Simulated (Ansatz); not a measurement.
Single-point calculation of TiNi (part 2 of 3)

The same run, continued: TiNi (Pm-3m, 4 atoms in the cell); DFT, r2SCAN, PAW with Ansatz's default frozen-core files, scalar-relativistic, spin-polarised (Ansatz 0.2.0); cutoff 500 eV, 7×10×7 k-mesh, Fermi–Dirac smearing of 0.05 eV, collinear spins. The structure derives from a Materials Project entry. It belongs to a series of runs on one base structure; here: parallel moments, PAW files.

Geometry of the input (Å; fractional positions):
```
0.0000  2.9881  2.9881
2.9881  0.0000  0.0000
0.0000  2.9881  -2.9881
Ti 0.5000  0.5000  -0.0000
Ti -0.0000  0.5000  0.5000
Ni 0.0000  0.0000  0.0000
Ni 0.5000  0.0000  0.5000
```

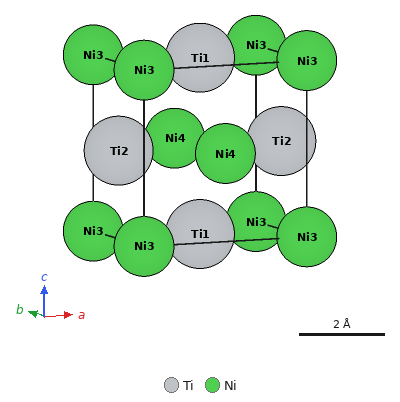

Fig. 1: The input geometry (spheres-only view of the cell of the calculation, seen slightly off an axis; atoms are numbered from 1 in the order of the input).

Log, continued:
```
SCF iter   1: F=-16684.255026 eV  HF=-16702.197442 eV  |F-HF|=1.79e1  |Δ(HF+E_count)|=         —  Δρ=1.76e-1 (↑9.77e-2 ↓1.76e-1)  dr2=2.14e1  dr2_τ=1.62e-1  dr2_m=5.61e0  M=1.284 μB ∫|m|=1.284 μB  β_m=0.30  ethr=3.10e-3  ⟨swp⟩=4.3  Hψ=14810  notcnv=0
preconditioner: auto → Kerker (q_TF=auto, 2.782 Å⁻¹)  [metal: Δε(μ)=0.006 eV  Ē_g=6.368 eV  σ=0.050 eV  W_gap=0.03  n_scr=18 (ndim 8)  ℏωp=26.9 eV  f_vac=0.000  D(μ)=3.58/eV (n_scr^D=38)]
spin=Collinear: Kerker preconditioning applied to the charge; magnetization (m = ρ↑ − ρ↓) channel mixes plain (no charge-response kernel on spin).
SCF iter   2: F=-16697.901859 eV  HF=-16700.725694 eV  |F-HF|=2.82e0  |Δ(HF+E_count)|=    1.47e0  Δρ=8.52e-2 (↑8.52e-2 ↓3.33e-2)  dr2=3.02e0  dr2_τ=4.42e-2  dr2_m=7.52e-1  M=2.437 μB ∫|m|=2.438 μB  β_m=0.30  ethr=3.10e-3  ⟨swp⟩=3.5  Hψ=11200  notcnv=0  defer=148  κ⁻¹=1.0e0(r=1)
SCF iter   3: F=-16698.547738 eV  HF=-16700.634298 eV  |F-HF|=2.09e0  |Δ(HF+E_count)|=   9.14e-2  Δρ=7.32e-2 (↑4.56e-2 ↓7.32e-2)  dr2=2.84e0  dr2_τ=1.91e-2  dr2_m=1.37e0  M=1.696 μB ∫|m|=1.703 μB  β_m=0.30  ethr=3.10e-3  ⟨swp⟩=2.5  Hψ=8667  notcnv=0  defer=122  κ⁻¹=8.9e-3(r=2)
SCF iter   4: F=-16699.625736 eV  HF=-16700.513265 eV  |F-HF|=8.88e-1  |Δ(HF+E_count)|=   1.21e-1  Δρ=3.93e-2 (↑3.93e-2 ↓2.31e-2)  dr2=1.16e0  dr2_τ=2.05e-2  dr2_m=1.53e-1  M=2.355 μB ∫|m|=2.364 μB  β_m=0.30  ethr=3.10e-3  ⟨swp⟩=2.5  Hψ=7611  notcnv=0  defer=131  κ⁻¹=1.4e-4(r=3)
SCF iter   5: F=-16697.486590 eV  HF=-16700.856389 eV  |F-HF|=3.37e0  |Δ(HF+E_count)|=   3.43e-1  Δρ=7.69e-2 (↑2.81e-2 ↓7.69e-2)  dr2=3.68e0  dr2_τ=2.19e-2  dr2_m=7.65e-1  M=1.539 μB ∫|m|=1.555 μB  β_m=0.30  ethr=1.93e-3  ⟨swp⟩=2.8  Hψ=8874  notcnv=0  defer=124  κ⁻¹=3.2e-5(r=4)
SCF iter   6: F=-16700.562103 eV  HF=-16700.592890 eV  |F-HF|=3.08e-2  |Δ(HF+E_count)|=   2.63e-1  Δρ=2.07e-2 (↑2.07e-2 ↓1.14e-2)  dr2=8.73e-2  dr2_τ=6.99e-3  dr2_m=1.15e-1  M=1.934 μB ∫|m|=1.950 μB  β_m=0.30  ethr=1.93e-3  ⟨swp⟩=2.5  Hψ=7536  notcnv=0  defer=126  κ⁻¹=1.0e-5(r=5)
SCF iter   7: F=-16700.620381 eV  HF=-16700.619049 eV  |F-HF|=1.33e-3  |Δ(HF+E_count)|=   2.62e-2  Δρ=1.63e-2 (↑1.63e-2 ↓1.10e-2)  dr2=2.44e-2  dr2_τ=6.32e-4  dr2_m=8.81e-2  M=1.869 μB ∫|m|=1.890 μB  β_m=0.30  ethr=1.46e-4  ⟨swp⟩=2.0  Hψ=6491  notcnv=0  defer=126  κ⁻¹=1.4e-7(r=6)
SCF iter   8: F=-16700.636819 eV  HF=-16700.629746 eV  |F-HF|=7.07e-3  |Δ(HF+E_count)|=   1.07e-2  Δρ=1.35e-2 (↑1.35e-2 ↓1.03e-2)  dr2=8.91e-3  dr2_τ=4.18e-4  dr2_m=6.83e-2  M=1.817 μB ∫|m|=1.840 μB  β_m=1.20  ethr=4.07e-5  ⟨swp⟩=1.3  Hψ=5216  notcnv=0  defer=126
Mixer restart at iter 8: flushing history
spin-set hold released at iteration 8 (site moments contracting): the magnetisation degrees of freedom join the quasi-Newton model from the next iteration; the mixer history was flushed
SCF iter   9: F=-16700.641676 eV  HF=-16700.594309 eV  |F-HF|=4.74e-2  |Δ(HF+E_count)|=   3.54e-2  Δρ=2.71e-3 (↑1.57e-3 ↓2.71e-3)  dr2=5.79e-3  dr2_τ=8.39e-5  dr2_m=3.47e-4  M=1.763 μB ∫|m|=1.796 μB  β_m=1.20  ethr=1.49e-5  ⟨swp⟩=2.0  Hψ=9426  notcnv=0  defer=126  κ⁻¹=1.0e0(r=1)
SCF iter  10: F=-16700.646833 eV  HF=-16700.617535 eV  |F-HF|=2.93e-2  |Δ(HF+E_count)|=   2.32e-2  Δρ=2.08e-3 (↑2.08e-3 ↓6.50e-4)  dr2=2.59e-3  dr2_τ=1.85e-5  dr2_m=3.57e-4  M=1.761 μB ∫|m|=1.795 μB  β_m=1.20  ethr=9.65e-6  ⟨swp⟩=2.0  Hψ=9453  notcnv=0  defer=126  κ⁻¹=9.3e-2(r=2)
SCF iter  11: F=-16700.651071 eV  HF=-16700.628065 eV  |F-HF|=2.30e-2  |Δ(HF+E_count)|=   1.05e-2  Δρ=2.34e-3 (↑1.54e-3 ↓2.34e-3)  dr2=4.62e-4  dr2_τ=7.79e-6  dr2_m=1.72e-3  M=1.729 μB ∫|m|=1.763 μB  β_m=1.20  ethr=4.31e-6  ⟨swp⟩=2.0  Hψ=5791  notcnv=0  defer=126  κ⁻¹=1.4e-3(r=3)
SCF iter  12: F=-16700.653074 eV  HF=-16700.635297 eV  |F-HF|=1.78e-2  |Δ(HF+E_count)|=   7.23e-3  Δρ=2.53e-3 (↑1.49e-3 ↓2.53e-3)  dr2=9.37e-4  dr2_τ=8.50e-6  dr2_m=1.83e-3  M=1.693 μB ∫|m|=1.725 μB  β_m=1.20  ethr=7.70e-7  ⟨swp⟩=2.0  Hψ=8623  notcnv=0  defer=126  κ⁻¹=1.4e-4(r=4)
SCF iter  13: F=-16700.654503 eV  HF=-16700.638089 eV  |F-HF|=1.64e-2  |Δ(HF+E_count)|=   2.79e-3  Δρ=2.48e-3 (↑1.44e-3 ↓2.48e-3)  dr2=1.03e-3  dr2_τ=8.96e-6  dr2_m=1.71e-3  M=1.657 μB ∫|m|=1.687 μB  β_m=1.20  ethr=7.70e-7  ⟨swp⟩=2.0  Hψ=6541  notcnv=0  defer=126  κ⁻¹=2.8e-5(r=5)
SCF iter  14: F=-16700.654073 eV  HF=-16700.637510 eV  |F-HF|=1.66e-2  |Δ(HF+E_count)|=   5.79e-4  Δρ=2.51e-3 (↑1.44e-3 ↓2.51e-3)  dr2=1.07e-3  dr2_τ=9.19e-6  dr2_m=1.74e-3  M=1.668 μB ∫|m|=1.699 μB  β_m=1.20  ethr=7.70e-7  ⟨swp⟩=1.0  Hψ=5051  notcnv=0  defer=126  κ⁻¹=4.9e-7(r=6)
SCF iter  15: F=-16700.654812 eV  HF=-16700.638368 eV  |F-HF|=1.64e-2  |Δ(HF+E_count)|=   8.58e-4  Δρ=2.48e-3 (↑1.45e-3 ↓2.48e-3)  dr2=9.98e-4  dr2_τ=9.07e-6  dr2_m=1.73e-3  M=1.647 μB ∫|m|=1.678 μB  β_m=1.20  ethr=7.70e-7  ⟨swp⟩=1.3  Hψ=5076  notcnv=0  defer=126  κ⁻¹=1.9e-7(r=7)
SCF iter  16: F=-16700.655266 eV  HF=-16700.638833 eV  |F-HF|=1.64e-2  |Δ(HF+E_count)|=   4.64e-4  Δρ=2.48e-3 (↑1.46e-3 ↓2.48e-3)  dr2=9.97e-4  dr2_τ=9.24e-6  dr2_m=1.74e-3  M=1.632 μB ∫|m|=1.663 μB  β_m=1.20  ethr=7.70e-7  ⟨swp⟩=1.0  Hψ=5034  notcnv=0  defer=126  κ⁻¹=1.3e-7(r=8)
SCF iter  17: F=-16700.658290 eV  HF=-16700.640858 eV  |F-HF|=1.74e-2  |Δ(HF+E_count)|=   2.03e-3  Δρ=2.56e-3 (↑1.50e-3 ↓2.56e-3)  dr2=1.08e-3  dr2_τ=1.03e-5  dr2_m=1.84e-3  M=1.527 μB ∫|m|=1.556 μB  β_m=1.20  ethr=7.70e-7  ⟨swp⟩=2.1  Hψ=7915  notcnv=0  defer=126  κ⁻¹=9.5e-7(r=8)
SCF iter  18: F=-16700.658342 eV  HF=-16700.640146 eV  |F-HF|=1.82e-2  |Δ(HF+E_count)|=   7.12e-4  Δρ=2.63e-3 (↑1.45e-3 ↓2.63e-3)  dr2=1.22e-3  dr2_τ=1.06e-5  dr2_m=1.86e-3  M=1.515 μB ∫|m|=1.544 μB  β_m=1.20  ethr=7.70e-7  ⟨swp⟩=1.4  Hψ=5178  notcnv=0  defer=126  κ⁻¹=2.8e-6(r=8)
SCF iter  19: F=-16700.352409 eV  HF=-16700.543568 eV  |F-HF|=1.91e-1  |Δ(HF+E_count)|=   9.66e-2  Δρ=1.73e-2 (↑1.31e-2 ↓1.73e-2)  dr2=2.61e-1  dr2_τ=2.41e-3  dr2_m=4.40e-2  M=3.486 μB ∫|m|=3.564 μB  β_m=1.20  ethr=7.70e-7  ⟨swp⟩=4.3  Hψ=15541  notcnv=0  defer=126  κ⁻¹=3.9e-8(r=8)
SCF iter  20: F=-16700.369290 eV  HF=-16700.550286 eV  |F-HF|=1.81e-1  |Δ(HF+E_count)|=   6.72e-3  Δρ=1.72e-2 (↑1.22e-2 ↓1.72e-2)  dr2=2.46e-1  dr2_τ=2.26e-3  dr2_m=4.17e-2  M=3.442 μB ∫|m|=3.517 μB  β_m=1.20  ethr=7.70e-7  ⟨swp⟩=2.2  Hψ=8020  notcnv=0  defer=114  κ⁻¹=4.2e-8(r=8)
SCF iter  21: F=-16700.644362 eV  HF=-16700.638142 eV  |F-HF|=6.22e-3  |Δ(HF+E_count)|=   8.79e-2  Δρ=2.58e-3 (↑2.58e-3 ↓1.86e-3)  dr2=6.50e-4  dr2_τ=2.34e-5  dr2_m=2.15e-3  M=2.062 μB ∫|m|=2.098 μB  β_m=1.20  ethr=7.70e-7  ⟨swp⟩=4.2  Hψ=14618  notcnv=0  defer=114  κ⁻¹=2.6e-8(r=8)
SCF iter  22: F=-16700.641900 eV  HF=-16700.635798 eV  |F-HF|=6.10e-3  |Δ(HF+E_count)|=   2.34e-3  Δρ=2.61e-3 (↑2.61e-3 ↓1.97e-3)  dr2=1.02e-3  dr2_τ=2.75e-5  dr2_m=2.14e-3  M=2.130 μB ∫|m|=2.167 μB  β_m=1.20  ethr=7.70e-7  ⟨swp⟩=2.0  Hψ=7751  notcnv=0  defer=121  κ⁻¹=2.7e-8(r=8)
SCF iter  23: F=-16700.654246 eV  HF=-16700.651746 eV  |F-HF|=2.50e-3  |Δ(HF+E_count)|=   1.59e-2  Δρ=3.36e-3 (↑3.36e-3 ↓1.88e-3)  dr2=1.21e-3  dr2_τ=3.60e-5  dr2_m=3.17e-3  M=1.749 μB ∫|m|=1.777 μB  β_m=1.20  ethr=7.70e-7  ⟨swp⟩=3.0  Hψ=10441  notcnv=0  defer=121  κ⁻¹=4.1e-8(r=8)
SCF iter  24: F=-16700.624696 eV  HF=-16700.682384 eV  |F-HF|=5.77e-2  |Δ(HF+E_count)|=   3.06e-2  Δρ=6.56e-3 (↑6.56e-3 ↓6.41e-3)  dr2=6.57e-2  dr2_τ=3.07e-4  dr2_m=2.56e-3  M=0.870 μB ∫|m|=0.882 μB  β_m=1.20  ethr=7.70e-7  ⟨swp⟩=3.8  Hψ=13017  notcnv=0  defer=121  κ⁻¹=3.2e-7(r=8)
SCF iter  25: F=-16700.611950 eV  HF=-16700.680029 eV  |F-HF|=6.81e-2  |Δ(HF+E_count)|=   2.36e-3  Δρ=7.08e-3 (↑7.08e-3 ↓6.94e-3)  dr2=7.85e-2  dr2_τ=3.54e-4  dr2_m=2.82e-3  M=0.938 μB ∫|m|=0.952 μB  β_m=1.20  ethr=7.70e-7  ⟨swp⟩=2.0  Hψ=9717  notcnv=0  defer=117  κ⁻¹=4.0e-7(r=8)
SCF iter  26: F=-16700.588978 eV  HF=-16700.675673 eV  |F-HF|=8.67e-2  |Δ(HF+E_count)|=   4.36e-3  Δρ=8.61e-3 (↑8.61e-3 ↓7.66e-3)  dr2=1.04e-1  dr2_τ=4.62e-4  dr2_m=4.28e-3  M=0.962 μB ∫|m|=0.978 μB  β_m=1.20  ethr=7.70e-7  ⟨swp⟩=2.0  Hψ=8777  notcnv=0  defer=117  κ⁻¹=4.1e-7(r=8)
SCF iter  27: F=-16700.625740 eV  HF=-16700.667886 eV  |F-HF|=4.21e-2  |Δ(HF+E_count)|=   7.79e-3  Δρ=7.33e-3 (↑7.33e-3 ↓5.05e-3)  dr2=5.29e-2  dr2_τ=2.70e-4  dr2_m=4.70e-3  M=1.260 μB ∫|m|=1.277 μB  β_m=1.20  ethr=7.70e-7  ⟨swp⟩=2.8  Hψ=9719  notcnv=0  defer=117  κ⁻¹=6.3e-7(r=8)
SCF iter  28: F=-16700.606248 eV  HF=-16700.684970 eV  |F-HF|=7.87e-2  |Δ(HF+E_count)|=   1.71e-2  Δρ=7.70e-3 (↑7.22e-3 ↓7.70e-3)  dr2=8.99e-2  dr2_τ=4.01e-4  dr2_m=2.88e-3  M=0.809 μB ∫|m|=0.820 μB  β_m=1.20  ethr=7.70e-7  ⟨swp⟩=2.9  Hψ=10696  notcnv=0  defer=117  κ⁻¹=1.1e-6(r=8)
SCF iter  29: F=-16700.662998 eV  HF=-16700.659485 eV  |F-HF|=3.51e-3  |Δ(HF+E_count)|=   2.55e-2  Δρ=3.35e-3 (↑3.35e-3 ↓1.47e-3)  dr2=4.74e-3  dr2_τ=4.44e-5  dr2_m=1.95e-3  M=1.350 μB ∫|m|=1.372 μB  β_m=1.20  ethr=7.70e-7  ⟨swp⟩=3.0  Hψ=11651  notcnv=0  defer=115  κ⁻¹=4.7e-6(r=8)
SCF iter  30: F=-16700.668865 eV  HF=-16700.662194 eV  |F-HF|=6.67e-3  |Δ(HF+E_count)|=   2.71e-3  Δρ=3.03e-3 (↑2.62e-3 ↓3.03e-3)  dr2=7.96e-3  dr2_τ=6.56e-5  dr2_m=1.54e-3  M=0.990 μB ∫|m|=1.008 μB  β_m=1.20  ethr=7.70e-7  ⟨swp⟩=2.6  Hψ=10301  notcnv=0  defer=115  κ⁻¹=5.0e-6(r=8)
SCF iter  31: F=-16700.671541 eV  HF=-16700.657386 eV  |F-HF|=1.42e-2  |Δ(HF+E_count)|=   4.81e-3  Δρ=1.98e-3 (↑1.98e-3 ↓1.52e-3)  dr2=1.38e-3  dr2_τ=1.35e-5  dr2_m=1.04e-3  M=1.068 μB ∫|m|=1.088 μB  β_m=1.20  ethr=7.70e-7  ⟨swp⟩=2.0  Hψ=8409  notcnv=0  defer=115  κ⁻¹=1.7e-5(r=8)
SCF iter  32: F=-16700.151738 eV  HF=-16700.663070 eV  |F-HF|=5.11e-1  |Δ(HF+E_count)|=   5.68e-3  Δρ=2.36e-2 (↑1.40e-2 ↓2.36e-2)  dr2=6.28e-1  dr2_τ=2.81e-3  dr2_m=2.19e-2  M=-0.816 μB ∫|m|=0.832 μB  β_m=1.20  ethr=7.70e-7  ⟨swp⟩=4.3  Hψ=15448  notcnv=0  defer=115  κ⁻¹=1.8e-6(r=8)
SCF iter  33: F=-16700.663956 eV  HF=-16700.655013 eV  |F-HF|=8.94e-3  |Δ(HF+E_count)|=   8.06e-3  Δρ=3.42e-3 (↑3.42e-3 ↓1.29e-3)  dr2=3.46e-3  dr2_τ=2.08e-5  dr2_m=2.25e-3  M=1.276 μB ∫|m|=1.299 μB  β_m=1.20  ethr=7.70e-7  ⟨swp⟩=4.0  Hψ=15786  notcnv=0  defer=109  κ⁻¹=1.1e-6(r=8)
SCF iter  34: F=-16700.664821 eV  HF=-16700.654846 eV  |F-HF|=9.97e-3  |Δ(HF+E_count)|=   1.67e-4  Δρ=3.20e-3 (↑3.20e-3 ↓1.52e-3)  dr2=2.29e-3  dr2_τ=1.83e-5  dr2_m=2.30e-3  M=1.280 μB ∫|m|=1.303 μB  β_m=1.20  ethr=7.70e-7  ⟨swp⟩=1.0  Hψ=5088  notcnv=0  defer=108  κ⁻¹=2.8e-7(r=8)
SCF iter  35: F=-16700.632559 eV  HF=-16700.641314 eV  |F-HF|=8.76e-3  |Δ(HF+E_count)|=   1.35e-2  Δρ=5.21e-3 (↑5.21e-3 ↓2.81e-3)  dr2=2.90e-2  dr2_τ=1.07e-4  dr2_m=1.04e-3  M=1.627 μB ∫|m|=1.657 μB  β_m=1.20  ethr=7.70e-7  ⟨swp⟩=2.8  Hψ=9408  notcnv=0  defer=108  κ⁻¹=7.1e-7(r=8)
SCF iter  36: F=-16700.586645 eV  HF=-16700.610397 eV  |F-HF|=2.38e-2  |Δ(HF+E_count)|=   3.09e-2  Δρ=9.95e-3 (↑2.94e-3 ↓9.95e-3)  dr2=4.44e-2  dr2_τ=5.78e-4  dr2_m=1.48e-2  M=2.694 μB ∫|m|=2.742 μB  β_m=1.20  ethr=7.70e-7  ⟨swp⟩=3.8  Hψ=13634  notcnv=0  defer=109  κ⁻¹=3.6e-7(r=8)
SCF iter  37: F=-16700.618536 eV  HF=-16700.622996 eV  |F-HF|=4.46e-3  |Δ(HF+E_count)|=   1.26e-2  Δρ=5.81e-3 (↑2.23e-3 ↓5.81e-3)  dr2=1.64e-2  dr2_τ=2.44e-4  dr2_m=5.17e-3  M=2.465 μB ∫|m|=2.508 μB  β_m=1.20  ethr=7.70e-7  ⟨swp⟩=2.1  Hψ=9910  notcnv=0  defer=104  κ⁻¹=3.8e-7(r=8)
SCF iter  38: F=-16700.588816 eV  HF=-16700.604068 eV  |F-HF|=1.53e-2  |Δ(HF+E_count)|=   1.89e-2  Δρ=9.30e-3 (↑3.93e-3 ↓9.30e-3)  dr2=3.44e-2  dr2_τ=6.61e-4  dr2_m=1.57e-2  M=2.815 μB ∫|m|=2.865 μB  ethr=7.70e-7  ⟨swp⟩=2.9  Hψ=10352  notcnv=0  defer=104
Mixer restart at iter 38: flushing history
iter 39 has the input of iteration 31 again, and its energy change is against the last iteration that had it
SCF iter  39: F=-16700.671538 eV  HF=-16700.657384 eV  |F-HF|=1.42e-2  |Δ(HF+E_count)|=   2.30e-6  Δρ=1.98e-3 (↑1.98e-3 ↓1.52e-3)  dr2=1.38e-3  dr2_τ=1.34e-5  dr2_m=1.04e-3  M=1.068 μB ∫|m|=1.088 μB  ethr=7.70e-7  ⟨swp⟩=4.8  Hψ=35260  notcnv=0
Mixer restart at iter 39: flushing history
iteration 39: the SCF's residuals had fallen too slowly under its mixing. It goes on by minimising its free energy, and can end on another state than longer mixing would; under `scf.algorithm: density_mixing` no SCF does so, but by `scf.convergence.dm_fallback`
SCF iter  40: F=-16700.690330 eV  HF=-16700.689819 eV  |F-HF|=5.11e-4  |Δ(HF+E_count)|=   3.24e-2  Δρ=2.60e-3 (↑2.60e-3 ↓2.45e-3)  dr2=8.02e-4  dr2_τ=2.48e-5  dr2_m=2.97e-3  M=0.301 μB ∫|m|=0.327 μB  ethr=7.70e-7  ⟨swp⟩=4.7  Hψ=33859  notcnv=0
SCF iter  41: F=-16700.694130 eV  HF=-16700.694196 eV  |F-HF|=6.56e-5  |Δ(HF+E_count)|=   4.38e-3  Δρ=4.29e-4 (↑4.29e-4 ↓3.10e-4)  dr2=1.21e-4  dr2_τ=2.03e-6  dr2_m=2.57e-5  M=0.042 μB ∫|m|=0.045 μB  ethr=7.70e-7  ⟨swp⟩=4.7  Hψ=25195  notcnv=0
SCF iter  42: F=-16700.694259 eV  HF=-16700.694261 eV  |F-HF|=1.84e-6  |Δ(HF+E_count)|=   6.53e-5  Δρ=6.90e-5 (↑4.00e-5 ↓6.90e-5)  dr2=3.04e-6  dr2_τ=2.91e-8  dr2_m=1.03e-6  M=0.005 μB ∫|m|=0.005 μB  ethr=2.02e-7  ⟨swp⟩=3.0  Hψ=20175  notcnv=0
SCF iter  43: F=-16700.694261 eV  HF=-16700.694261 eV  |F-HF|=2.11e-9  |Δ(HF+E_count)|=   4.99e-7  Δρ=9.63e-6 (↑8.93e-6 ↓9.63e-6)  dr2=2.76e-8  dr2_τ=1.39e-9  dr2_m=3.68e-8  M=0.001 μB ∫|m|=0.001 μB  ethr=1.67e-10  ⟨swp⟩=4.2  Hψ=19307  notcnv=0
```
